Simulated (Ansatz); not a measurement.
Band-structure calculation of SiO$_{2}$

The run: band-structure calculation of SiO$_{2}$ (P6₅22, 18 atoms in the cell). Method and program: DFT LDA, scalar-relativistic, plane waves, PAW, no spin polarisation (Ansatz 0.2.0).

The structure derives from a Materials Project entry.

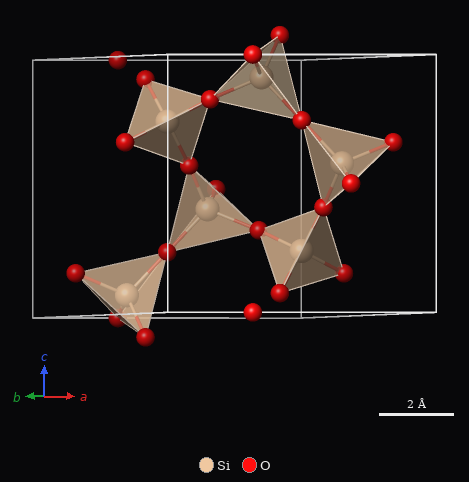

Figure 1. The structure as given in the input (polyhedral view of the cell of the calculation, seen at an oblique angle; polyhedra are completed across the faces of the cell). An atom can appear more than once, as a periodic image.

The input:
```yaml
crystal:
  lattice:
    - [7.2750244854, 0.0, 0.0]
    - [-3.6375122427, 6.3003560175, 0.0]
    - [0.0, 0.0, 6.9941179885]
  atoms:
    - { symbol: Si, position: [0.5336655287, 0.7668327644, 0.4166666667] }
    - { symbol: Si, position: [0.4663344713, 0.2331672356, 0.9166666667] }
    - { symbol: Si, position: [0.2331672356, 0.4663344713, 0.75] }
    - { symbol: Si, position: [0.7668327644, 0.2331672356, 0.5833333333] }
    - { symbol: Si, position: [0.7668327644, 0.5336655287, 0.25] }
    - { symbol: Si, position: [0.2331672356, 0.7668327644, 0.0833333333] }
    - { symbol: O, position: [0.6125229397, 0.3874770603, 0.0833333333] }
    - { symbol: O, position: [0.0, 0.682997084, 0.1666666667] }
    - { symbol: O, position: [0.7749541206, 0.3874770603, 0.4166666667] }
    - { symbol: O, position: [0.682997084, 0.682997084, 0.3333333333] }
    - { symbol: O, position: [0.317002916, 0.317002916, 0.8333333333] }
    - { symbol: O, position: [0.6125229397, 0.2250458794, 0.75] }
    - { symbol: O, position: [0.2250458794, 0.6125229397, 0.9166666667] }
    - { symbol: O, position: [0.317002916, 0.0, 0.0] }
    - { symbol: O, position: [0.0, 0.317002916, 0.6666666667] }
    - { symbol: O, position: [0.3874770603, 0.7749541206, 0.25] }
    - { symbol: O, position: [0.3874770603, 0.6125229397, 0.5833333333] }
    - { symbol: O, position: [0.682997084, 0.0, 0.5] }
basis:
  ecutwfc: 420
kpoints:
  mp_grid: { grid: [6, 6, 4] }
  band_path:
    path:
      - [[0.0, 0.0, 0.0], [0.5, 0.0, 0.0], [0.33333333, 0.33333333, 0.0], [0.0, 0.0, 0.0], [0.0, 0.0, 0.5], [0.5, 0.0, 0.5], [0.33333333, 0.33333333, 0.5], [0.0, 0.0, 0.5]]
      - [[0.5, 0.0, 0.5], [0.5, 0.0, 0.0]]
      - [[0.33333333, 0.33333333, 0.5], [0.33333333, 0.33333333, 0.0]]
    npoints: 10
hamiltonian:
  xc: lda
scf:
  occupations: { method: gaussian, width: 0.02 }
  n_extra_bands: 45
output:
  forces: true
  stress: true
  eigenvalues: true
  populations: true
  dos: { projected: true, de: 0.02, nscf_kmesh: { grid: [9, 9, 6] } }
  bader: false
  write_density: true
  write_potential: true
  elf: true
  volumetric_format: npy
```

Run on 4 threads of Intel Xeon @ 2.50GHz (Skylake/Cascade Lake), 189 GiB of memory available, shared host.

Launched with:
```bash
ansatz run input.yaml --threads 4 --pin off --max-ram 10240MiB --backend cpu --events-out ev --progress --plain --runs-dir out
```

Output:
```
scf.n_extra_bands = 45 over 48 filled bands (N_el = 96.0): the run solves 93 bands
Engine: ansatz 0.2.0, x86_64-unknown-linux-gnu
Pseudopotentials: kind: paw
Pseudopotential: Si, paw, valence charge 4, recommended cutoff 420 eV (normal), Si.paw.azcp
Pseudopotential: O, paw, valence charge 6, recommended cutoff 420 eV (normal), O.paw.azcp
Functional definition: SPW92
  exchange = slater_x
  correlation = pw_c
Crystal: 18 atoms, lattice volume = 320.577 Å³
Basis set: ecut = 420 eV, 6215 PW (Γ)
Bands: 93, of which v1, the nominal top of the filled ones, is band 48 counted from 1 (47 counted from 0)
Symmetry: 12 space group operations
Space group: P6522 (ITA 179), of the structure as read, at distance tolerance 6.8e-5 Å
k-points: 21 of 144 (time reversal used)
Non-local potential: Si, projectors of the file, l = 0: 2, l = 1: 2, l = 2: 2
Non-local potential: O, projectors of the file, l = 0: 2, l = 1: 2, l = 2: 1
PAW form: soft (Blöchl's): semilocal exchange-correlation on the pseudo side does not see the compensation charge
PAW frozen core: Si, regenerated for the run's functional, and the local potential with it (the file was generated under x = pbe(κ = 0.804, μ = 0.2195149727645171), c = pbe(β = 0.06672455060314922))
PAW frozen core: O, regenerated for the run's functional, and the local potential with it (the file was generated under x = pbe(κ = 0.804, μ = 0.2195149727645171), c = pbe(β = 0.06672455060314922))
PAW one-centre angular grid: Si, 110 points (default); XC on 64 Gauss nodes
PAW one-centre angular grid: O, 110 points (default); XC on 64 Gauss nodes
Initial density: superposition of atomic densities (neutral atoms: chi_scale 0, normalization atom), corrected by the library's trained network
Initial wavefunctions: pseudopotential atomic-orbital guess
Functional: x = slater, c = lda
SCF iter   1: F=—  HF=-10336.004319 eV  |F-HF|=—  |Δ(HF+E_count)|=         —  Δρ=1.16e-2  dr2=3.79e-1  ethr=1.77e-3  ⟨swp⟩=6.8  Hψ=10022  notcnv=0  defer=443
preconditioner: auto → Resta (q_TF=auto, 2.232 Å⁻¹)  ε∞=2.2  [insulator: Δε(μ)=5.466 eV  Ē_g=18.820 eV  σ=0.020 eV  W_gap=1.00  n_scr=70 (ndim 8)  ℏωp=20.3 eV  f_vac=0.355  D(μ)=0.00/eV (n_scr^D=0)  ε∞_Penn≈2.2  vacuum switching on, ρ_ref=2.6e-2 e/Å³]
SCF iter   2: F=—  HF=-10335.896302 eV  |F-HF|=—  |Δ(HF+E_count)|=   1.08e-1  Δρ=3.34e-3  dr2=1.10e-2  ethr=3.95e-4  ⟨swp⟩=2.0  Hψ=3038  notcnv=0  defer=822
SCF iter   3: F=—  HF=-10335.892739 eV  |F-HF|=—  |Δ(HF+E_count)|=   3.56e-3  Δρ=1.30e-3  dr2=2.72e-3  ethr=1.14e-5  ⟨swp⟩=2.0  Hψ=2010  notcnv=0  defer=822
SCF iter   4: F=—  HF=-10335.891776 eV  |F-HF|=—  |Δ(HF+E_count)|=   9.63e-4  Δρ=2.76e-4  dr2=1.45e-4  ethr=2.83e-6  ⟨swp⟩=2.1  Hψ=2060  notcnv=0  defer=822
SCF iter   5: F=—  HF=-10335.891736 eV  |F-HF|=—  |Δ(HF+E_count)|=   4.06e-5  Δρ=5.77e-5  dr2=8.87e-6  ethr=1.51e-7  ⟨swp⟩=2.0  Hψ=1859  notcnv=0  defer=822
SCF iter   6: F=—  HF=-10335.891763 eV  |F-HF|=—  |Δ(HF+E_count)|=   2.68e-5  Δρ=8.54e-6  dr2=2.18e-7  ethr=9.24e-9  ⟨swp⟩=2.0  Hψ=1856  notcnv=0  defer=822
SCF iter   7: F=-10335.891763 eV  HF=-10335.891763 eV  |F-HF|=9.64e-10  |Δ(HF+E_count)|=   8.21e-8  Δρ=1.48e-6  dr2=4.06e-9  ethr=1.04e-10  ⟨swp⟩=22.6  Hψ=18776  notcnv=0
SCF 1 converged in 7 iterations: F = -10335.891763 eV  dr2 = 4.06e-9
  greatest PAW one-centre occupation: 0.856 electrons in one spin orbital (limit 2), on the O atom at site 10 (counted from 0), in its partial waves of l = 0
NSCF: frozen V_eff on 93 k-points
NSCF: frozen V_eff on 48 k-points
SCF converged after 7 iterations
Free energy (F): -10335.891763 eV
Harris-Foulkes:  -10335.891763 eV  (|F-HF|=9.64e-10)
Internal energy: -10335.891763 eV  (E = F + TS)
E sigma→0 (E₀):  -10335.891763 eV
Fermi energy:    2.072400 eV
--- Per-component energies (eV) ---
  E_band       = -722.912663
  E_kinetic    = 2407.706024
  E_local      = -8682.628312  (includes V_loc(G=0)·N_el)
  E_nonlocal   = 753.932766
  E_hartree    = 3342.971612
  E_xc         = -1203.346666
  E_vxc        = -1408.094745  (∫ρ·V_xc dr)
  E_paw        = -4700.794101  (= ΣΔE_a)
  E_vpaw       = -479.806575  (= ΣTr[D̂ρ^β])
  E_aug_tail   = 0.032123  (compensation charges beyond the density's cutoff)
  E_ewald      = -2255.434252
  E_core_change = 1.669042  (= ΣΔE_core)
  E_smearing   = -0.000000  (= −TS)
  E_closure    = -0.000000  (closes the sum)
  Σ components = -10335.891763   (vs F -10335.891763, Δ=0.00e0)
--- Forces (eV/Å), atoms counted from 1 ---
  atom   1  Si     0.00010003     0.00005775     0.00000000
  atom   2  Si    -0.00010003    -0.00005775     0.00000000
  atom   3  Si     0.00000000    -0.00011551     0.00000000
  atom   4  Si     0.00010003    -0.00005775     0.00000000
  atom   5  Si     0.00000000     0.00011551     0.00000000
  atom   6  Si    -0.00010003     0.00005775     0.00000000
  atom   7  O      0.00001555    -0.00000898    -0.00000000
  atom   8  O     -0.00011121     0.00019263     0.00000000
  atom   9  O     -0.00001555    -0.00000898     0.00000000
  atom  10  O      0.00011121     0.00019263     0.00000000
  atom  11  O     -0.00011121    -0.00019263    -0.00000000
  atom  12  O     -0.00000000     0.00001796     0.00000000
  atom  13  O      0.00001555     0.00000898     0.00000000
  atom  14  O     -0.00022243     0.00000000     0.00000000
  atom  15  O      0.00011121    -0.00019263    -0.00000000
  atom  16  O      0.00000000    -0.00001796     0.00000000
  atom  17  O     -0.00001555     0.00000898    -0.00000000
  atom  18  O      0.00022243     0.00000000    -0.00000000
  max |Σ_I F_I| component: 2.66e-18 eV/Å
--- Stress (GPa, compression-positive) ---
       -0.002464       0.000000       0.000000
       -0.000000      -0.002464       0.000000
        0.000000       0.000000      -0.001073
  P = ⅓ Tr σ = -0.0020 GPa (-0.020 kbar)
--- Band table (eV; the first three rows and the last of 21) ---
  k-point 0: bands = ["-19.7792", "-18.8762", "-18.8762", "-18.8681", "-18.3368", "-18.3368", "-17.6655", "-17.6655", "-17.6619", "-17.6491", "-17.6491", "-17.6375", "-9.4301", "-9.4301", "-8.4234", "-8.3167", "-8.3167", "-6.5593", "-6.3950", "-6.3950", "-6.1151", "-6.1151", "-6.0163", "-5.6633", "-3.6888", "-3.6888", "-3.4654", "-3.4654", "-3.4262", "-3.2633", "-2.7058", "-2.6281", "-2.6262", "-2.6262", "-2.5551", "-2.3908", "-2.3908", "-2.2764", "-2.2764", "-2.2129", "-2.2129", "-1.2350", "-1.1002", "-1.1002", "-1.0678", "-1.0248", "-0.9098", "-0.9098", "4.9002", "7.8018", "7.8018", "8.2030", "8.2893", "8.3279", "8.3279", "8.7384", "8.7384", "9.3293", "9.4817", "9.4817", "9.8812", "9.8812", "10.0784", "10.1482", "10.2493", "10.9045", "10.9438", "10.9438", "11.2008", "11.2008", "11.3185", "11.4851", "11.4851", "11.5406", "11.5406", "11.6126", "11.9503", "11.9503", "12.0353", "12.2479", "12.2479", "13.5177", "13.5177", "13.8612", "13.8612", "15.0842", "15.3136", "15.3837", "15.7451", "15.7451", "16.0327", "16.0327", "16.1843"]
  k-point 1: bands = ["-19.7114", "-19.2220", "-18.8182", "-18.5501", "-18.5003", "-18.2605", "-17.6692", "-17.6616", "-17.6613", "-17.6533", "-17.6496", "-17.6404", "-9.5513", "-9.1222", "-8.9506", "-8.5151", "-7.6328", "-6.6821", "-6.4438", "-6.2370", "-6.2259", "-6.0576", "-6.0251", "-5.7591", "-3.7339", "-3.5752", "-3.5357", "-3.4510", "-3.4121", "-3.2318", "-2.7735", "-2.6821", "-2.6356", "-2.5991", "-2.5108", "-2.5015", "-2.4721", "-2.4048", "-2.2202", "-1.9328", "-1.9265", "-1.4706", "-1.1814", "-1.1505", "-1.1256", "-0.9971", "-0.8717", "-0.8687", "5.2010", "7.0179", "8.0851", "8.1373", "8.3983", "8.4181", "8.7586", "8.8063", "9.0953", "9.2688", "9.3864", "9.6779", "9.7194", "9.7677", "9.7835", "9.9953", "10.0798", "10.1382", "10.2305", "10.5642", "10.9570", "11.1018", "11.3041", "11.3050", "11.3225", "11.8605", "12.0464", "12.0612", "12.1781", "12.2737", "12.5466", "12.6475", "12.8431", "13.7905", "13.9890", "13.9913", "14.0358", "14.8773", "15.0333", "15.1730", "15.5153", "15.5957", "15.7397", "15.8470", "15.9022"]
  k-point 2: bands = ["-19.5165", "-19.5165", "-18.6819", "-18.6819", "-18.3268", "-18.3268", "-17.6648", "-17.6648", "-17.6605", "-17.6605", "-17.6462", "-17.6462", "-9.3919", "-9.3919", "-8.7726", "-8.7726", "-7.0518", "-7.0518", "-6.3739", "-6.3739", "-6.0401", "-6.0401", "-5.9843", "-5.9843", "-3.6810", "-3.6810", "-3.4732", "-3.4732", "-3.2671", "-3.2671", "-2.8519", "-2.8519", "-2.5874", "-2.5874", "-2.5056", "-2.5056", "-2.4638", "-2.4638", "-1.9762", "-1.9762", "-1.5305", "-1.5305", "-1.4450", "-1.4450", "-0.9905", "-0.9905", "-0.8713", "-0.8713", "5.9929", "5.9929", "8.3240", "8.3240", "8.5634", "8.5634", "8.8589", "8.8589", "9.3429", "9.3429", "9.3508", "9.3508", "9.4739", "9.4739", "9.7286", "9.7286", "10.0082", "10.0082", "10.1412", "10.1412", "10.9271", "10.9271", "11.0157", "11.0157", "11.8036", "11.8036", "12.2188", "12.2188", "12.2497", "12.2497", "13.1321", "13.1321", "14.1454", "14.1454", "14.2483", "14.2483", "14.3063", "14.3063", "14.7848", "14.7848", "15.3637", "15.3637", "15.5337", "15.5337", "15.5767"]
  k-point 20: bands = ["-19.3056", "-19.3056", "-19.1299", "-19.1299", "-18.0886", "-18.0886", "-17.6659", "-17.6659", "-17.6452", "-17.6452", "-17.6378", "-17.6378", "-9.9300", "-9.9300", "-7.7582", "-7.7582", "-7.4162", "-7.4162", "-6.2866", "-6.2866", "-6.2633", "-6.2633", "-5.9333", "-5.9333", "-3.7594", "-3.7594", "-3.4572", "-3.4572", "-3.2636", "-3.2636", "-2.9029", "-2.9029", "-2.5696", "-2.5696", "-2.5027", "-2.5027", "-2.2932", "-2.2932", "-2.1861", "-2.1861", "-2.0682", "-2.0682", "-0.9972", "-0.9972", "-0.8911", "-0.8911", "-0.7555", "-0.7555", "7.2327", "7.2327", "7.3168", "7.3168", "7.3319", "7.3319", "8.6661", "8.6661", "8.7363", "8.7363", "9.2157", "9.2157", "9.8194", "9.8194", "10.3500", "10.3500", "10.4812", "10.4812", "10.5352", "10.5352", "10.8802", "10.8802", "11.2421", "11.2421", "11.9125", "11.9125", "12.1256", "12.1256", "12.8202", "12.8202", "13.1490", "13.1490", "13.9809", "13.9809", "14.1729", "14.1729", "14.3196", "14.3196", "14.3984", "14.3984", "15.2615", "15.2615", "15.4172", "15.4172", "15.8138"]
--- Löwdin populations: 18 sites ---
  site symbol       q [e]
     0     Si      2.2143
     1     Si      2.2143
     2     Si      2.2143
     3     Si      2.2143
     4     Si      2.2143
     5     Si      2.2143
     6      O      6.7857
     7      O      6.7802
     8      O      6.7857
     9      O      6.7802
    10      O      6.7802
    11      O      6.7857
    12      O      6.7857
    13      O      6.7802
    14      O      6.7802
    15      O      6.7857
    16      O      6.7857
    17      O      6.7802
  spilling = 0.013739 (of n_electrons = 96.000000)
```

File populations.tsv:
```
# site	symbol	l	j	q
# orbitals = lowdin
# n_electrons = 96.000000
# spilling = 0.013739
0	Si	0_3S	-	0.679842
0	Si	1_3P	-	1.534464
1	Si	0_3S	-	0.679842
1	Si	1_3P	-	1.534464
2	Si	0_3S	-	0.679842
2	Si	1_3P	-	1.534464
3	Si	0_3S	-	0.679842
3	Si	1_3P	-	1.534464
4	Si	0_3S	-	0.679842
4	Si	1_3P	-	1.534464
5	Si	0_3S	-	0.679842
5	Si	1_3P	-	1.534464
6	O	0_2S	-	1.569979
6	O	1_2P	-	5.215737
7	O	0_2S	-	1.571458
7	O	1_2P	-	5.208697
8	O	0_2S	-	1.569979
8	O	1_2P	-	5.215737
9	O	0_2S	-	1.571458
9	O	1_2P	-	5.208697
10	O	0_2S	-	1.571458
10	O	1_2P	-	5.208697
11	O	0_2S	-	1.569979
11	O	1_2P	-	5.215737
12	O	0_2S	-	1.569979
12	O	1_2P	-	5.215737
13	O	0_2S	-	1.571458
13	O	1_2P	-	5.208697
14	O	0_2S	-	1.571458
14	O	1_2P	-	5.208697
15	O	0_2S	-	1.569979
15	O	1_2P	-	5.215737
16	O	0_2S	-	1.569979
16	O	1_2P	-	5.215737
17	O	0_2S	-	1.571458
17	O	1_2P	-	5.208697
```

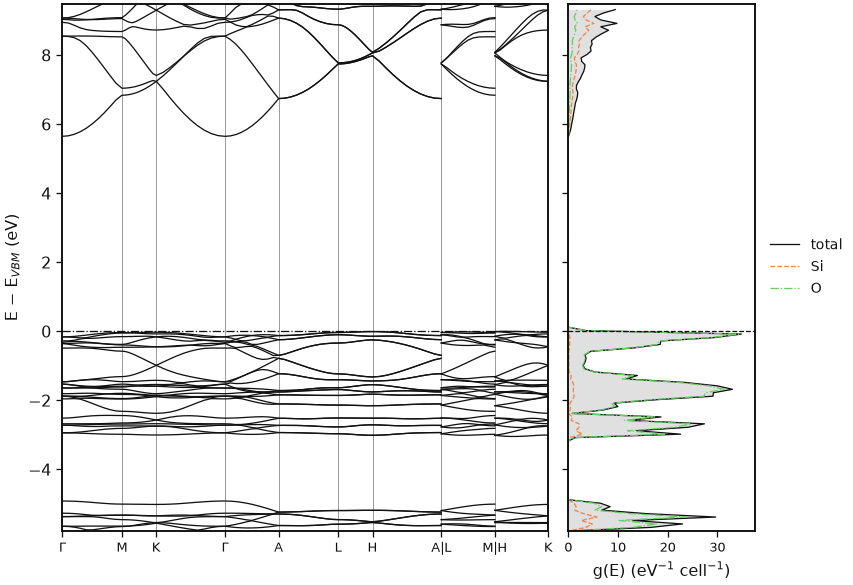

Figure 2. Band structure along Γ–M–K–Γ–A–L–H–A|L–M|H–K and density of states (projected on Löwdin-orthogonalised atomic shells), with energies from the valence-band top. There is a gap of 5.65 eV on this path, indirect, from H to Γ.

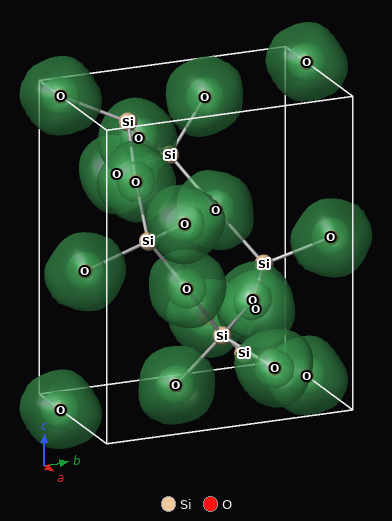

Figure 3. Isosurface of the electron localisation function at 0.75 (green), seen slightly off an axis. Only the valence region is drawn (cores and ρ < 0.01 e/Å³ removed). Sticks mark near contacts. The outline is the cell set on symmetry axes. Values along the shortest contacts: Si–O (1.60 Å): the ELF peaks at about 0.85 between the atoms, which marks a polar covalent bond. The fields are those of the smooth PAW valence density.

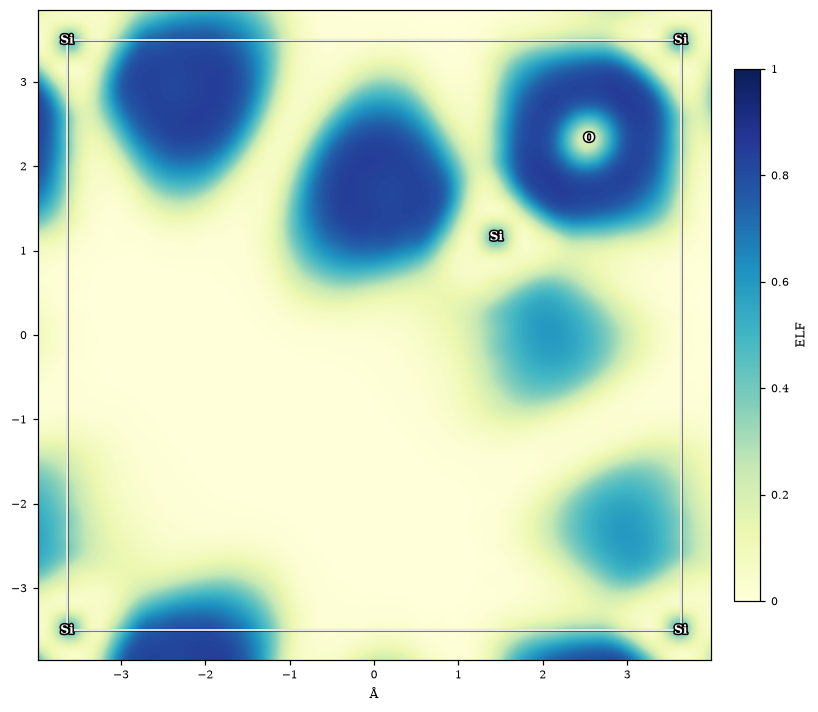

Figure 4. Electron localisation function on the (010) plane of the conventional cell. Si–O (1.60 Å): the ELF peaks at about 0.85 between the atoms, which marks a polar covalent bond.

Summary:

| quantity | value |
| --- | --- |
| outcome | converged |
| space group (tolerance 0.01 Å) | P6₅22 (179) |
| electrons treated | 96 |
| free energy | −10335.8918 eV |
| Fermi energy | 2.072 eV |
| gap on the k-point mesh | 5.66 eV |
| gap on the band path | 5.65 eV |
| pressure | 0.00 GPa |
| largest force (length of the vector) | under 0.001 eV/Å |
| wall time | 2.8 min (CPU time 11 min) |
| peak memory | 2.1 GiB |
